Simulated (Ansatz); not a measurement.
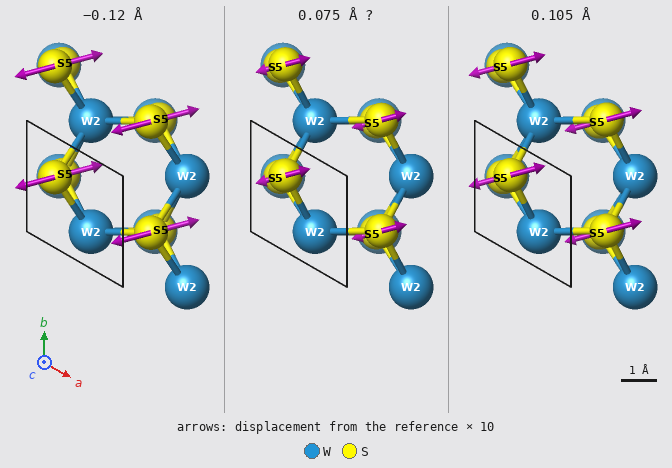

A scan of crystalline WS$_{2}$ (P6_3/mmc): a normal mode at the zone centre (one arbitrary combination within a set of 4 degenerate modes) is frozen in with the cell fixed, the amplitude being the largest displacement of an atom. Style: ball-and-stick. Shown: the cell of the calculation, repeated 2 × 2 × 1 with one cell outlined, along the c axis. Purple arrows: displacements from the reference.

These are results of DFT PBE, scalar-relativistic, plane waves, PAW in Ansatz, not measurements. Set-up: plane-wave cutoff 420 eV; k-point mesh 12 × 12 × 2; occupations gaussian; smearing width 0.05 eV; no spin polarisation. Energies (free energies at the smearing named) are counted from the relaxed crystal.

```
largest displacement (Å)  energy change (meV/cell)
                  −0.120                     139.2
                  −0.060                      34.8
                   0.000                       0.0
                   0.015                       2.2
                   0.030                       8.7
                   0.045                      19.6
                   0.075                         ?
                   0.090                      78.4
                   0.105                     106.6
```

> Fill in the missing row.

A straight line between the two neighbours gives 58.8 meV/cell. A cubic through the four nearest rows (0.030, 0.045, 0.090, 0.105) gives, with Lagrange weights, (−0.2000)(8.7) + (0.5000)(19.6) + (1.0000)(78.4) + (−0.3000)(106.6) = 54.5 meV/cell. The calculation gives 54.4 meV/cell, so the cubic is 0.1 meV/cell too high and the straight line 4.4 meV/cell too high, as the curve bends upwards here.

The whole profile:

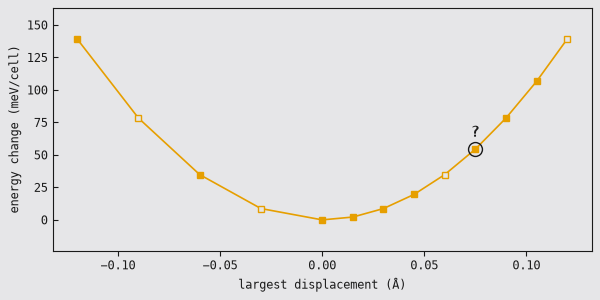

Limits of the set-up: layers or molecules are held without a dispersion correction, so their spacing is unreliable.
